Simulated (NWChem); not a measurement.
# C3H9N (propylamine): r2SCAN/cc-pVDZ

Aim: the electronic atomisation energy of C3H9N (propylamine) at r2SCAN/cc-pVDZ, from 4 runs. 

The calculation is run with NWChem 7.3.0.

### 1 The system as given

C3H9N has 13 atoms, charge 0, and is taken as a singlet. SMILES: `CCCN`. Geometry: relaxed at PBE0-D4/def2-TZVP. This is one conformer, not always the lowest.

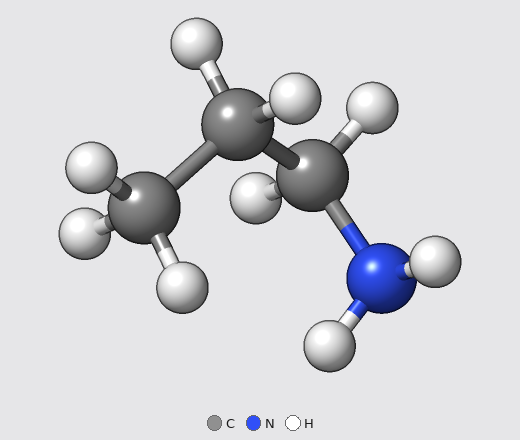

Viewed from a chosen angle; carbon grey, nitrogen blue, hydrogen white.

### 2 A single-point energy at r2SCAN/cc-pVDZ (run 1)

Input file mymol.nw:

```
start mymol
title "C3H9N r2SCAN"
memory stack 880 mb heap 220 mb global 1100 mb

geometry noautosym nocenter noautoz
  C       -1.377900       0.221800       0.509700
  C       -0.298300      -0.788700       0.163000
  C        1.099100      -0.182300       0.067600
  N        1.304000       0.822500      -0.961500
  H       -2.359000      -0.251500       0.588100
  H       -1.167200       0.709300       1.466500
  H       -1.456900       1.003200      -0.251000
  H       -0.539700      -1.277600      -0.788900
  H       -0.282600      -1.582700       0.918600
  H        1.361700       0.270300       1.030600
  H        1.826800      -0.983100      -0.098000
  H        1.066200       0.451400      -1.873800
  H        0.709100       1.626300      -0.805800
end

basis spherical bse
  * library cc-pVDZ
end

dft
  xc r2scan
  grid fine
  convergence energy 1e-08
  iterations 100
  mulliken
  print low
end

task dft
```

Launch:

```bash
$ nwchem mymol.nw > mymol.out
```

Log:

```text
[...]
 d= 0,ls=0.0,diis     1   -174.3407667086 -3.08D+02  6.63D-03  3.48D-01     4.7
[...]
 d= 0,ls=0.0,diis     8   -174.3792350768 -2.66D-09  2.18D-06  8.13D-08    32.7
         Total DFT energy =     -174.379235076801
      One electron energy =     -498.415808075121
           Coulomb energy =      216.899158337636
    Exchange-Corr. energy =      -26.497328873566
 Nuclear repulsion energy =      133.634743534250
[...]
      Total Density - Mulliken Population Analysis
     ---------------------------------------------
    Atom       Charge   Shell Charges
 -----------   ------   -------------------------------------------------------
    1 C    6     6.06   2.01  0.66  0.39  2.10  0.85  0.05
    2 C    6     6.08   2.01  0.67  0.42  2.09  0.82  0.07
    3 C    6     5.97   2.01  0.68  0.37  2.07  0.74  0.10
    4 N    7     7.22   2.01  0.76  0.64  2.41  1.38  0.03
    5 H    1     0.97   0.75  0.19  0.03
    6 H    1     0.97   0.75  0.19  0.03
    7 H    1     0.98   0.75  0.20  0.03
    8 H    1     0.99   0.76  0.20  0.03
    9 H    1     0.98   0.76  0.20  0.03
   10 H    1     0.97   0.76  0.19  0.03
[...]
```

Run time: 34 s. Hardware: 1 thread of Intel Xeon Platinum 8488C (Sapphire Rapids), shared host; peak memory 0.12 GiB.

### 3 The C atom at the same level (run 2)

Input file sp.nw:

```
start sp
memory 2200 mb

geometry noautosym nocenter noautoz
 C     0.000000    0.000000    0.000000
end

basis spherical bse
 * library cc-pVDZ
end

dft
 xc r2scan
 mult 3
 grid fine
 convergence energy 1e-08
 iterations 100
 mulliken
 print low
end

task dft
```

Launch:

```bash
$ nwchem sp.nw > sp.out
```

Log:

```text
[...]
 d= 0,ls=0.0,diis     1    -37.7945495643 -3.78D+01  2.80D-02  5.59D-02     0.1
[...]
 d= 0,ls=0.0,diis     6    -37.8262807053 -2.81D-09  1.04D-07  4.25D-12     0.3
[...]
         Total DFT energy =      -37.826280705295
      One electron energy =      -50.461678688916
           Coulomb energy =       17.847957624312
    Exchange-Corr. energy =       -5.212559640690
 Nuclear repulsion energy =        0.000000000000
[...]
      Total Density - Mulliken Population Analysis
     ---------------------------------------------
    Atom       Charge   Shell Charges
 -----------   ------   -------------------------------------------------------
    1 C    6     6.00   2.01  0.90  1.09  1.25  0.75  0.00
     --------------------------------------------
      Spin Density - Mulliken Population Analysis
     --------------------------------------------
    Atom       Charge   Shell Charges
 -----------   ------   -------------------------------------------------------
    1 C    6     2.00   0.00  0.06 -0.06  1.25  0.75 -0.00
[...]
      <S2> =      2.0045 (Exact =     2.0000)
[...]
```

Wall time 0.97 s (1 thread of Intel Xeon Platinum 8488C (Sapphire Rapids), shared host); peak memory 0.1 GiB.

Run 3 isn't shown in full; the table further down has it.

### 4 The N atom at the same level (run 4)

Input file n.nw:

```
start n
memory stack 880 mb heap 220 mb global 1100 mb
charge 0

geometry units angstroms noautosym nocenter noautoz
   N        0.000000       0.000000       0.000000
end

basis spherical bse
   * library cc-pVDZ
end

dft
   xc r2scan
   mult 4
   grid fine
   convergence energy 1e-08
   iterations 100
   mulliken
   noprint "final vectors analysis"
end

task dft
```

Run the same way, it converges to -54.56785 Eh (log not shown).

### 5 All runs side by side

```
run             level  partner  energy (Eh)  wall time
  1    r2SCAN/cc-pVDZ     base  -174.379235       34 s
  2  U-r2SCAN/cc-pVDZ    atoms   -37.826281     0.97 s
  3  U-r2SCAN/cc-pVDZ    atoms    -0.499208     0.66 s
  4  U-r2SCAN/cc-pVDZ    atoms   -54.567847      0.8 s
```

### 6 Results

At r2SCAN/cc-pVDZ:

```
                     quantity         value
         N atom: total energy  -54.56785 Eh
                 N atom: ⟨S²⟩         3.753
electronic atomisation energy     50.060 eV
```

What this shows: Taking the molecule apart into free atoms costs 50.06 eV (4830 kJ/mol), before zero-point energy and without spin-orbit coupling. All runs together took 36 s, the longest 34 s.
